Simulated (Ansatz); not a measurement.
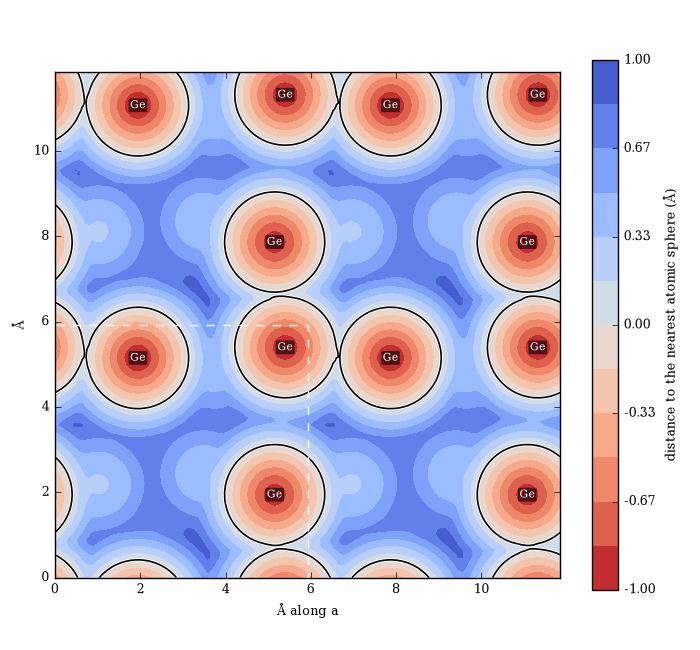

Map of the distance to the nearest atomic sphere in Ge in space group P4_32_12, computed on the section z = 0.473 (parallel to a and b; the dashed line is one cell). The black line marks the spheres' surfaces; positive values are empty space; unlabelled circles belong to atoms above or below the section.

Atoms are hard spheres with covalent radii (Cordero): Ge 1.20 Å.

Origin of the cell: coordinates from a relaxation with DFT PBEsol, scalar-relativistic, plane waves, PAW in Ansatz 0.2.0.

```yaml
crystal:
  lattice:
    - [5.92346, 0.00000, 0.00000]
    - [0.00000, 5.92346, 0.00000]
    - [0.00000, 0.00000, 6.97534]
  atoms:
    - { symbol: Ge, position: [0.08865, 0.08865, 0.00000] }
    - { symbol: Ge, position: [0.41135, 0.58865, 0.75000] }
    - { symbol: Ge, position: [0.58865, 0.41135, 0.25000] }
    - { symbol: Ge, position: [0.91135, 0.91135, 0.50000] }
    - { symbol: Ge, position: [0.17160, 0.36969, 0.25646] }
    - { symbol: Ge, position: [0.13031, 0.67160, 0.00646] }
    - { symbol: Ge, position: [0.86969, 0.32840, 0.50646] }
    - { symbol: Ge, position: [0.67160, 0.13031, 0.99354] }
    - { symbol: Ge, position: [0.32840, 0.86969, 0.49354] }
    - { symbol: Ge, position: [0.82840, 0.63031, 0.75646] }
    - { symbol: Ge, position: [0.36969, 0.17160, 0.74354] }
    - { symbol: Ge, position: [0.63031, 0.82840, 0.24354] }
```

Question: Where is the largest hole in this section, and how large is it?

Answer: At 0.548, 0.161, 0.473 (fractional), where the distance reaches 0.96 Å; it is enclosed by 4 Ge (then 2 Ge). It is the largest hole of the crystal.

Question: How much of the crystal lies outside the spheres?

Answer: About 64 % of the cell's volume, and 62 % of this section's area.

Question: What can pass through?

Answer: The largest sphere that fits anywhere has a diameter of 1.93 Å; the largest that can travel through the crystal, about 1.6 Å.
